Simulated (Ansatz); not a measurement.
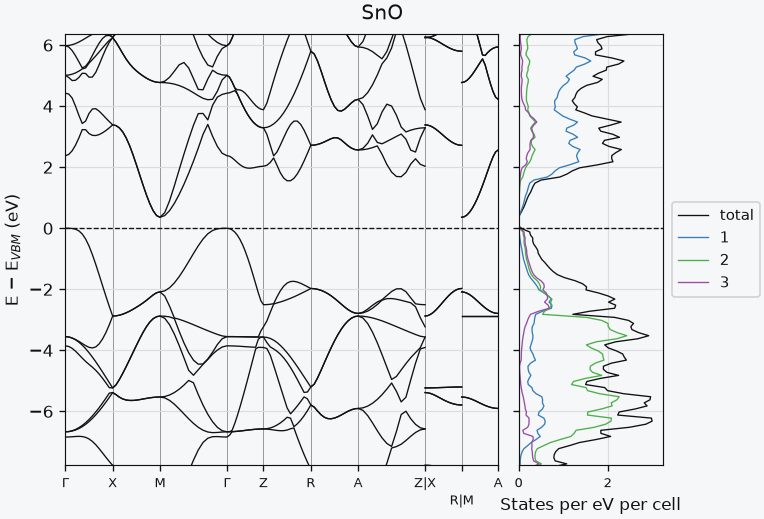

Band structure and density of states. Energies are counted from the top of the valence band. The partial curves are projected on Löwdin-orthogonalised atomic shells.

The material is SnO, space group P4/nmm (No. 129), 4 atoms in the cell; a = 3.81 Å, b = 3.81 Å, c = 4.93 Å, α = 90.00°, β = 90.00°, γ = 90.00°.

Computed with Ansatz 0.2.0: DFT r2SCAN, scalar-relativistic, plane waves, PAW, no spin polarisation, 10×10×8 k mesh, 500 eV cutoff.

Question: Assign each number in the legend. The candidates: O 2p, Sn 5p, Sn 5s.

Answer: 1 is Sn 5p; 2 is O 2p; 3 is Sn 5s.

Question: Metal, semiconductor or insulator, and what is the gap?

Answer: The material is gapped. The gap along this path is 0.36 eV and indirect, from the valence-band top at Γ to the conduction-band bottom at M; the smallest direct gap is 2.36 eV, between Γ and Z.
